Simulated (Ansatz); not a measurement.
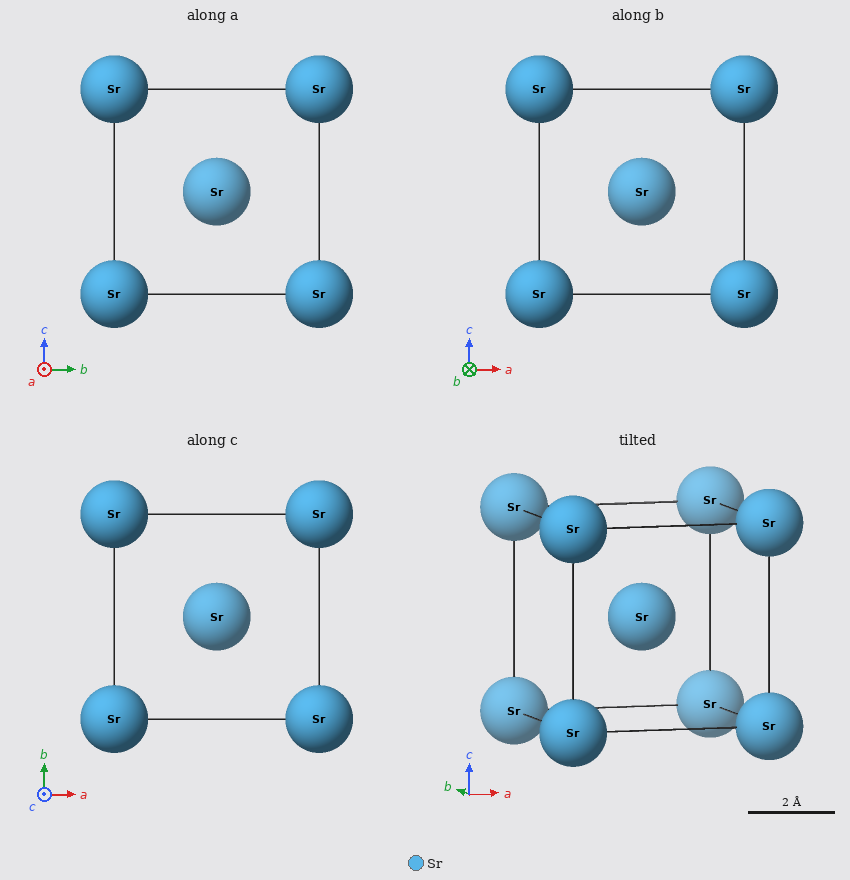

Spheres-only representation of a periodic structure, projected along the a axis, along the b axis, along the c axis and slightly off an axis. One conventional unit cell is framed, with atoms on its boundary repeated.

Lattice parameters: a = 4.8061 Å, b = 4.8061 Å, c = 4.8061 Å, α = 90.000°, β = 90.000°, γ = 90.000°.

Transcribe the picture into a CIF in P1 with every atom of the cell.

```cif
data_structure
_symmetry_space_group_name_H-M 'P 1'
_symmetry_Int_Tables_number 1
_cell_length_a 4.8061
_cell_length_b 4.8061
_cell_length_c 4.8061
_cell_angle_alpha 90.000
_cell_angle_beta 90.000
_cell_angle_gamma 90.000
_cell_volume 111.02
loop_
_atom_site_label
_atom_site_type_symbol
_atom_site_fract_x
_atom_site_fract_y
_atom_site_fract_z
_atom_site_occupancy
Sr1 Sr 0.0000 0.0000 0.0000 1
Sr2 Sr 0.5000 0.5000 0.5000 1
```

Starting structure: a structure type filled with this element by a generator (whether the element takes this form wasn't checked). Earlier steps of the study may have refined or changed the cell and positions. It was run through Ansatz as a DFT input.
